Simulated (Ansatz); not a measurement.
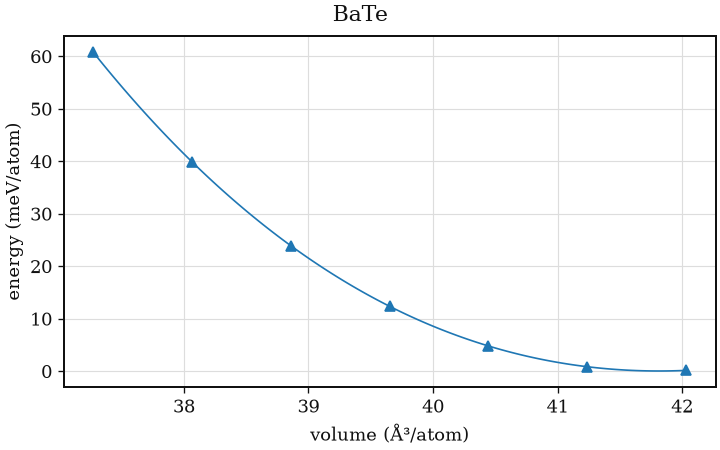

The figure shows the energy against volume for BaTe, space group Fm-3m (No. 225).

Structure:
```
Ba Te
1.0
     0.00000    3.41000    3.41000
     3.41000    0.00000    3.41000
     3.41000    3.41000    0.00000
Ba Te
1 1
Cartesian
  0.0000 0.0000 0.0000
  3.4100 3.4100 3.4100
```

Computed with Ansatz 0.2.0: all-electron LAPW DFT, no spin polarisation; energies at scaled volumes of the given cell, shape and fractions fixed, counted from the fit's minimum, third-order Birch-Murnaghan fit. Level: PBEsol.

- k mesh: 7×7×7
- occupations: Fermi–Dirac
- smearing width: 0.05 eV
- potentials: all electron LAPW, scalar relativistic
- program settings: basis error eV/atom 0.001

This calculation gives: equilibrium volume 41.81 Å³/atom and bulk modulus 32.1 GPa.

Now the level changes from PBEsol to LDA. What happens?

The equilibrium volume falls from 41.81 to 40.47 Å³/atom (−3.2 %) and the bulk modulus rises from 32.1 to 35.3 GPa (+10 %).

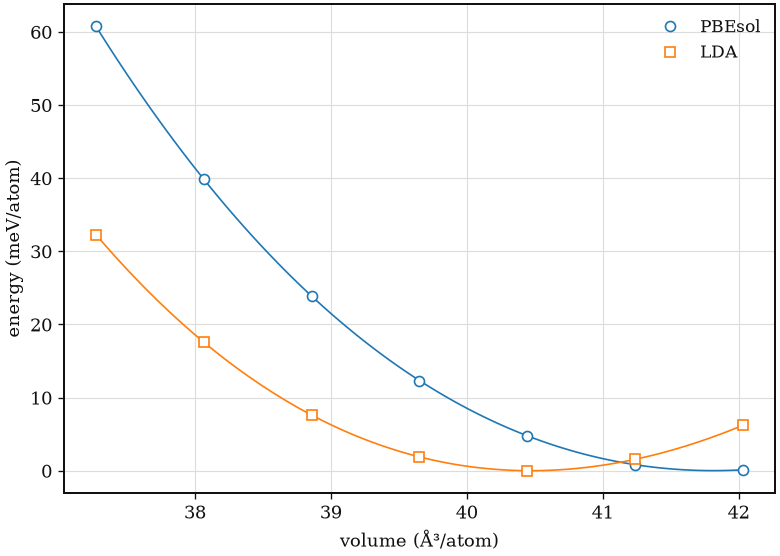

The two results together.

V0 and the bulk modulus come from third-order Birch–Murnaghan fits.
